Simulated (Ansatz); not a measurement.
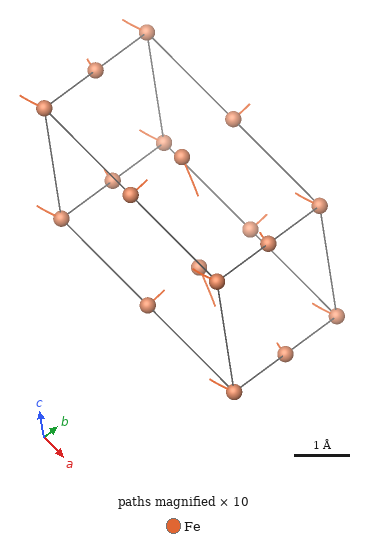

A Born-Oppenheimer molecular dynamics run of a 4-atom cell of Fe (set up in Im-3m), of which 21 fs are on record. Lines trace each atom's path, in the colour of its element; spheres stand at the starting positions. The excursions are magnified 10 times. Seen slightly off an axis in the simulation cell.

Level of theory: Ansatz 0.2.0, DFT, PBE, all-electron LAPW, scalar-relativistic. Set-up: plane-wave cutoff 325 eV; k-point mesh 5 × 5 × 9; Fermi-Dirac smearing 0.08 eV; spin collinear; constant energy (NVE); velocities drawn for 300 K; time step 1.5 fs.

> How do the atoms move?

Root-mean-square distances from the starting positions over the second half, with the common drift of all atoms taken out: Fe 0.05 Å. The run lasts only 21 fs, too short to tell vibration from diffusion. The run was cut off by its time limit after 14 steps.
